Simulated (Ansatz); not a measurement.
Geometry relaxation, with input and output: Ti

Ti (4 atoms in the cell), computed with DFT PBEsol, scalar-relativistic, plane waves, PAW, no spin polarisation (Ansatz 0.2.0).

The structure derives from an entry of the Crystallography Open Database. It belongs to a series of runs on one base structure; here: 0 of 4 Ti sites taken by Zr, cell and atoms relaxed. Figures and captions count atoms from 1; the log counts them from 0 in places.

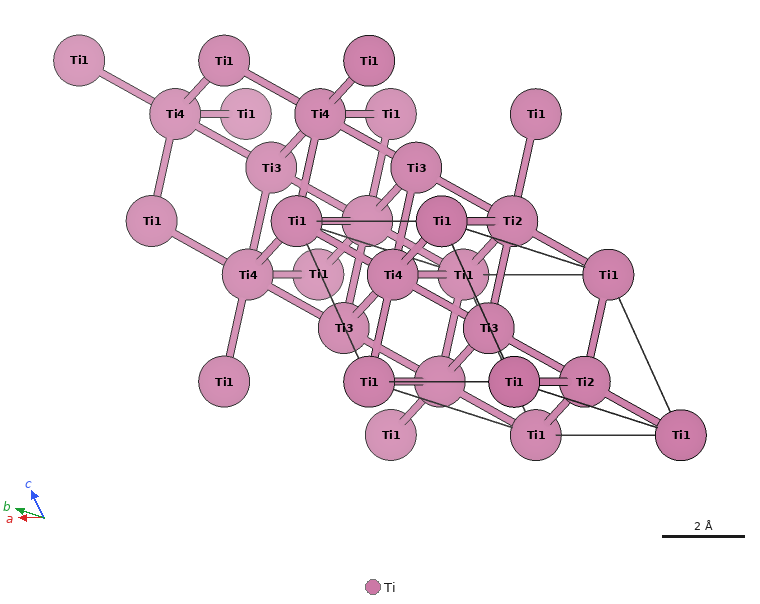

Figure 1. The starting structure (ball-and-stick view of the cell of the calculation, repeated 2 × 1 × 2, seen at an oblique angle; atoms are numbered from 1 in the order of the input). An atom can appear more than once, as a periodic image.

### Input
```yaml
crystal:
  lattice:
    - [0.0, -3.2102321257, 3.2102321257]
    - [3.2102321257, -3.2102321257, 0.0]
    - [3.2102321257, 0.0, 3.2102321257]
  atoms:
    - { symbol: Ti, position: [0.0, 0.0, 0.0] }
    - { symbol: Ti, position: [0.25, 0.25, 0.25] }
    - { symbol: Ti, position: [0.5, 0.5, 0.5] }
    - { symbol: Ti, position: [0.75, 0.75, 0.75] }
basis:
  ecutwfc: 420
kpoints:
  mp_grid: { grid: [12, 12, 12] }
hamiltonian:
  xc: pbesol
scf:
  occupations: { method: gaussian, width: 0.1 }
output:
  forces: true
  stress: true
  eigenvalues: true
relax:
  adjacent_minimum: "off"
  f_tol: 0.015
  max_steps: 60
  cell: { stress_tol: 0.15 }
```

Run on 1 thread of Arm Neoverse V2, 24 GiB of memory available, shared host.

Launched with:
```bash
ansatz run input.yaml --threads 1 --pin off --max-ram 2560MiB --backend cpu --events-out ev --progress --plain --runs-dir out
```

### The program's output
```
Engine: ansatz 0.2.0, aarch64-unknown-linux-gnu
Pseudopotentials: kind: paw
Pseudopotential: Ti, paw, valence charge 12, recommended cutoff 420 eV (normal), Ti.paw.azcp
Functional definition: PBEsol
  exchange = pbesol_x
  correlation = pbesol_c
Crystal: 4 atoms, lattice volume = 66.167 Å³
Basis set: ecut = 420 eV, 1291 PW (Γ), exchange–correlation on 64×64×64 points (8 copies of the dense FFT grid, shifted against one another)
Bands: 29, of which v1, the nominal top of the filled ones, is band 24 counted from 1 (23 counted from 0)
Symmetry: 192 space group operations
Space group: Im-3m (ITA 229), of the structure as read, at distance tolerance 4.0e-5 Å
k-points: 72 of 1728
Non-local potential: Ti, projectors of the file, l = 0: 3, l = 1: 2, l = 2: 3, l = 3: 1
PAW form: soft (Blöchl's): semilocal exchange-correlation on the pseudo side does not see the compensation charge
PAW frozen core: Ti, regenerated for the run's functional, and the local potential with it (the file was generated under x = pbe(κ = 0.804, μ = 0.2195149727645171), c = pbe(β = 0.06672455060314922))
PAW one-centre angular grid: Ti, 590 points (default); XC on 64 Gauss nodes
Initial density: superposition of atomic densities (neutral atoms: chi_scale 0, normalization atom), corrected by the library's trained network
Initial wavefunctions: pseudopotential atomic-orbital guess
Functional: x = pbesol(κ = 0.804, μ = 0.12345679012345678), c = pbesol(β = 0.046)
SCF iter   1: F=—  HF=-9895.196920 eV  |F-HF|=—  |Δ(HF+E_count)|=         —  Δρ=5.27e-3  dr2=1.07e-2  ethr=1.77e-3  ⟨swp⟩=4.2  Hψ=7972  notcnv=0
preconditioner: auto → Kerker (q_TF=auto, 2.586 Å⁻¹)  [metal: Δε(μ)=0.008 eV  Ē_g=2.358 eV  σ=0.100 eV  W_gap=0.04  n_scr=14 (ndim 8)  ℏωp=18.3 eV  f_vac=0.000  D(μ)=8.35/eV (n_scr^D=112)]
SCF iter   2: F=—  HF=-9895.192890 eV  |F-HF|=—  |Δ(HF+E_count)|=   4.03e-3  Δρ=2.20e-3  dr2=1.68e-3  ethr=2.24e-5  ⟨swp⟩=3.0  Hψ=4376  notcnv=0
SCF iter   3: F=—  HF=-9895.192615 eV  |F-HF|=—  |Δ(HF+E_count)|=   2.74e-4  Δρ=5.11e-4  dr2=9.67e-5  ethr=3.49e-6  ⟨swp⟩=3.0  Hψ=3998  notcnv=0
SCF iter   4: F=—  HF=-9895.192607 eV  |F-HF|=—  |Δ(HF+E_count)|=   8.26e-6  Δρ=5.97e-5  dr2=1.95e-6  ethr=2.01e-7  ⟨swp⟩=1.0  Hψ=2076  notcnv=0
iter 5 did not close the SCF: its close was put off for the readings that it lacked (scf_convergence_deferred on its scf_iter line)
SCF iter   5: F=-9895.192607 eV  HF=-9895.192607 eV  |F-HF|=5.86e-9  |Δ(HF+E_count)|=   1.40e-7  Δρ=5.66e-6  dr2=1.22e-8  ethr=4.07e-9  ⟨swp⟩=2.0  Hψ=2599  notcnv=0
SCF iter   6: F=-9895.192607 eV  HF=-9895.192607 eV  |F-HF|=1.72e-9  |Δ(HF+E_count)|=   1.03e-8  Δρ=1.88e-6  dr2=2.13e-9  ethr=2.54e-11  ⟨swp⟩=2.5  Hψ=7477  notcnv=0
SCF 1 converged in 6 iterations: F = -9895.192607 eV  dr2 = 2.13e-9
  greatest PAW one-centre occupation: 0.999 electrons in one spin orbital (limit 2), on the Ti atom at site 3 (counted from 0), in its partial waves of l = 0
relax step   1: F+E_penalty+E_count = -9895.19260679 eV  Δ(F+E_penalty+E_count) = +0.000e0 eV  max|allowed force component| = 4.522e-27 eV/Å  Δτ_max = 0.0000 Å  P = -0.103 GPa  Ω = 66.167 Å³  (6 SCF iters, dr2 threshold 1.00e-7 eV, accepted)
Initial density: handed on by an earlier stage of this run
Initial wavefunctions: pseudopotential atomic-orbital guess (no wavefunctions were taken with the density)
iter 1 solved again at ethr=1.65e-8 eV; its pass at ethr=3.10e-3 eV (dr2=7.94e-6 eV) is discarded
SCF iter   1: F=—  HF=-9895.192603 eV  |F-HF|=—  |Δ(HF+E_count)|=         —  Δρ=1.94e-6  dr2=2.18e-9  ethr=1.65e-8  ⟨swp⟩=2.9  Hψ=12726  notcnv=0
preconditioner: auto → Kerker (q_TF=auto, 2.586 Å⁻¹)  [metal: Δε(μ)=0.010 eV  Ē_g=2.345 eV  σ=0.100 eV  W_gap=0.06  n_scr=14 (ndim 8)  ℏωp=18.3 eV  f_vac=0.000  D(μ)=8.33/eV (n_scr^D=112)]
SCF iter   2: F=—  HF=-9895.192607 eV  |F-HF|=—  |Δ(HF+E_count)|=   3.61e-6  Δρ=7.72e-7  dr2=3.64e-10  ethr=4.55e-12  ⟨swp⟩=2.2  Hψ=3900  notcnv=0
iter 3 did not close the SCF: its close was put off for the readings that it lacked (scf_convergence_deferred on its scf_iter line)
SCF iter   3: F=-9895.192607 eV  HF=-9895.192607 eV  |F-HF|=1.27e-11  |Δ(HF+E_count)|=  6.91e-11  Δρ=2.18e-7  dr2=2.39e-11  ethr=1.00e-12  ⟨swp⟩=2.0  Hψ=2581  notcnv=0
iter 4 did not close the SCF: its close was put off for the readings that it lacked (scf_convergence_deferred on its scf_iter line)
SCF iter   4: F=-9895.192607 eV  HF=-9895.192607 eV  |F-HF|=1.82e-12  |Δ(HF+E_count)|=  3.64e-12  Δρ=3.55e-8  dr2=3.49e-13  ethr=1.00e-12  ⟨swp⟩=1.0  Hψ=2088  notcnv=0
iter 5 did not close the SCF: its close was put off for the readings that it lacked (scf_convergence_deferred on its scf_iter line)
SCF iter   5: F=-9895.192607 eV  HF=-9895.192607 eV  |F-HF|=0.00e0  |Δ(HF+E_count)|=    0.00e0  Δρ=4.62e-9  dr2=7.46e-15  ethr=1.00e-12  ⟨swp⟩=1.0  Hψ=2088  notcnv=0
iter 6 did not close the SCF: its close was put off for the readings that it lacked (scf_convergence_deferred on its scf_iter line)
SCF iter   6: F=-9895.192607 eV  HF=-9895.192607 eV  |F-HF|=0.00e0  |Δ(HF+E_count)|=  1.82e-12  Δρ=6.68e-10  dr2=1.11e-16  ethr=1.00e-12  ⟨swp⟩=1.0  Hψ=2088  notcnv=0
SCF iter   7: F=-9895.192607 eV  HF=-9895.192607 eV  |F-HF|=1.82e-12  |Δ(HF+E_count)|=    0.00e0  Δρ=9.72e-11  dr2=3.97e-18  ethr=1.00e-12  ⟨swp⟩=1.0  Hψ=4464  notcnv=0
SCF 2 converged in 7 iterations: F = -9895.192607 eV  dr2 = 3.97e-18
relax step   2: F+E_penalty+E_count = -9895.19260679 eV  Δ(F+E_penalty+E_count) = -1.110e-9 eV  max|allowed force component| = 6.534e-29 eV/Å  Δτ_max = 0.0000 Å  P = -0.103 GPa  Ω = 66.167 Å³  stress off target by 1.03e-1 GPa  SCF on the basis re-selected at this cell (its energy is not comparable with the rows above)  (7 SCF iters)
```

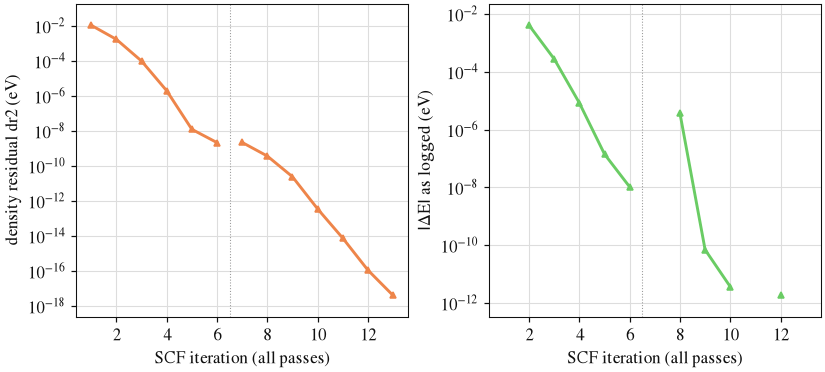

Figure 2. Convergence of the self-consistent field: density residual dr2 and size of the energy change against the SCF iteration. The dotted lines part the SCF passes of the relaxation: geometry steps, rejected trials and re-solves on a re-selected basis. The passes take 6 and 7 iterations.

```
basis re-selected at this cell: Δ(F+E_penalty+E_count) = -1.110e-9 eV, ΔP = -0.000 GPa vs the last step (what re-selecting the basis moved, of the pressure what is left beyond the Pulay correction that the steps carried, after the strain that the cell walked since its last selection, with what the two solves' SCF thresholds leave and, on support functions, any second-order correction that the steps lacked; it is no measure of the basis error at this ecutwfc). This SCF's stress stands 1.03e-1 GPa from its target on what of the cell is left free (relax.cell.stress_tol is 1.50e-1 GPa) and its largest allowed force component is 6.53e-29 eV/Å (relax.f_tol is 1.50e-2 eV/Å): within both
SCF converged after 7 iterations
Free energy (F): -9895.192607 eV
Harris-Foulkes:  -9895.192607 eV  (|F-HF|=1.82e-12)
Internal energy: -9895.150944 eV  (E = F + TS)
E sigma→0 (E₀):  -9895.171775 eV
Entropy (-TS):   -0.041663 eV (-10.416 meV/atom)
Fermi energy:    13.773353 eV
--- Per-component energies (eV) ---
  E_band       = -587.872720
  E_kinetic    = 1094.659222
  E_local      = -3148.193018  (includes V_loc(G=0)·N_el)
  E_nonlocal   = 39.273289
  E_hartree    = 1299.137672
  E_xc         = -387.923314
  E_vxc        = -487.535224  (∫ρ·V_xc dr)
  E_paw        = -4091.364962  (= ΣΔE_a)
  E_vpaw       = -684.352812  (= ΣTr[D̂ρ^β])
  E_aug_tail   = 0.000478  (compensation charges beyond the density's cutoff)
  E_ewald      = -4701.297849
  E_core_change = 0.557537  (= ΣΔE_core)
  E_smearing   = -0.041663  (= −TS)
  E_closure    = 0.000000  (closes the sum)
  Σ components = -9895.192607   (vs F -9895.192607, Δ=0.00e0)
--- Forces (eV/Å), atoms counted from 1 ---
  atom   1  Ti     0.00000000    -0.00000000    -0.00000000
  atom   2  Ti     0.00000000     0.00000000    -0.00000000
  atom   3  Ti     0.00000000     0.00000000     0.00000000
  atom   4  Ti    -0.00000000     0.00000000    -0.00000000
  max |Σ_I F_I| component: 7.99e-29 eV/Å
--- Stress (GPa, compression-positive) ---
       -0.103182      -0.000000       0.000000
       -0.000000      -0.103182       0.000000
        0.000000       0.000000      -0.103182
  P = ⅓ Tr σ = -0.1032 GPa (-1.032 kbar)
--- Band table (eV; the first three rows and the last of 72) ---
  k-point 0: bands = ["-42.3849", "-42.2071", "-42.2071", "-42.1062", "-18.8370", "-18.8370", "-18.8370", "-18.6883", "-18.6883", "-18.6883", "-18.6883", "-18.6883", "-18.6883", "-18.2901", "-18.2901", "-18.2901", "7.7419", "11.4918", "11.4918", "13.1412", "13.1412", "13.1412", "13.1412", "13.1412", "13.1412", "14.8033", "14.8033", "14.8033", "16.6916"]
  k-point 1: bands = ["-42.3807", "-42.2081", "-42.2075", "-42.1091", "-18.8389", "-18.8389", "-18.8191", "-18.7875", "-18.7379", "-18.7379", "-18.6343", "-18.6343", "-18.5840", "-18.3136", "-18.2924", "-18.2924", "7.8355", "11.5434", "11.5434", "12.9565", "13.0815", "13.0815", "13.2059", "13.2170", "13.2170", "14.7691", "14.7691", "14.8849", "16.6663"]
  k-point 2: bands = ["-42.3687", "-42.2121", "-42.2073", "-42.1175", "-18.8668", "-18.8443", "-18.8443", "-18.7809", "-18.7809", "-18.7683", "-18.5787", "-18.5787", "-18.4906", "-18.3803", "-18.2995", "-18.2995", "8.1105", "11.6935", "11.6935", "12.7694", "13.0528", "13.0620", "13.0620", "13.2800", "13.2800", "14.6606", "14.6606", "15.1276", "16.6110"]
  k-point 71: bands = ["-42.2268", "-42.2268", "-42.2268", "-42.2268", "-18.9509", "-18.9509", "-18.9509", "-18.9509", "-18.5477", "-18.5477", "-18.5477", "-18.5477", "-18.3804", "-18.3804", "-18.3804", "-18.3804", "11.3430", "11.3430", "11.3430", "11.3430", "13.7674", "13.7674", "13.7674", "13.7674", "13.9467", "13.9467", "13.9467", "13.9467", "16.0721"]
--- Relaxed structure (1 steps of the walk, 1 accepted, 1 SCFs on fresh bases) ---
  F+E_penalty+E_count = -9895.19260679 eV   max|allowed force component| = 6.534e-29 eV/Å   (the final SCF, on the basis selected at the relaxed cell)
  cell:  # Å, volume = 66.1667 Å³
    - [0.0, -3.2102321257, 3.2102321257]
    - [3.2102321257, -3.2102321257, 0.0]
    - [3.2102321257, 0.0, 3.2102321257]
  atoms:
    - { symbol: Ti, position: [0.0, 0.0, 0.0] }
    - { symbol: Ti, position: [0.25, 0.25, 0.25] }
    - { symbol: Ti, position: [0.5, 0.5, 0.5] }
    - { symbol: Ti, position: [0.7500000000000001, 0.7500000000000001, 0.7500000000000001] }
```

### Trajectory as extended XYZ (Å, eV, eV/Å), 2 frames, from step=1 to step=2
```
4
Lattice="0.0000 -3.2102 3.2102 3.2102 -3.2102 0.0000 3.2102 0.0000 3.2102" Properties=species:S:1:pos:R:3:forces:R:3 step=1 energy=-9895.19261 pressure_GPa=-0.10
Ti    0.0000    0.0000    0.0000    0.0000   0.0000   0.0000
Ti    1.6051   -1.6051    1.6051    0.0000   0.0000   0.0000
Ti    3.2102   -3.2102    3.2102    0.0000   0.0000   0.0000
Ti    4.8153   -4.8153    4.8153    0.0000   0.0000   0.0000
4
Lattice="0.0000 -3.2102 3.2102 3.2102 -3.2102 0.0000 3.2102 0.0000 3.2102" Properties=species:S:1:pos:R:3:forces:R:3 step=2 energy=-9895.19261 pressure_GPa=-0.10
Ti    0.0000    0.0000    0.0000    0.0000   0.0000   0.0000
Ti    1.6051   -1.6051    1.6051    0.0000   0.0000   0.0000
Ti    3.2102   -3.2102    3.2102    0.0000   0.0000   0.0000
Ti    4.8153   -4.8153    4.8153    0.0000   0.0000   0.0000
```

### Summary

| quantity | value |
| --- | --- |
| outcome | converged |
| space group (tolerance 0.01 Å) | Im-3m (229) |
| electrons treated | 48 |
| free energy | −9895.1926 eV |
| Fermi energy | 13.773 eV |
| gap on the k-point mesh | none (metallic) |
| pressure | −0.10 GPa |
| final volume | 66.17 Å³ |
| largest force (length of the vector) at the end | under 0.001 eV/Å |
| final cell | a = 4.540 Å, b = 4.540 Å, c = 4.540 Å, α = 60.00°, β = 60.00°, γ = 60.00° |
| wall time | 13 s |
| peak memory | 0.4 GiB |
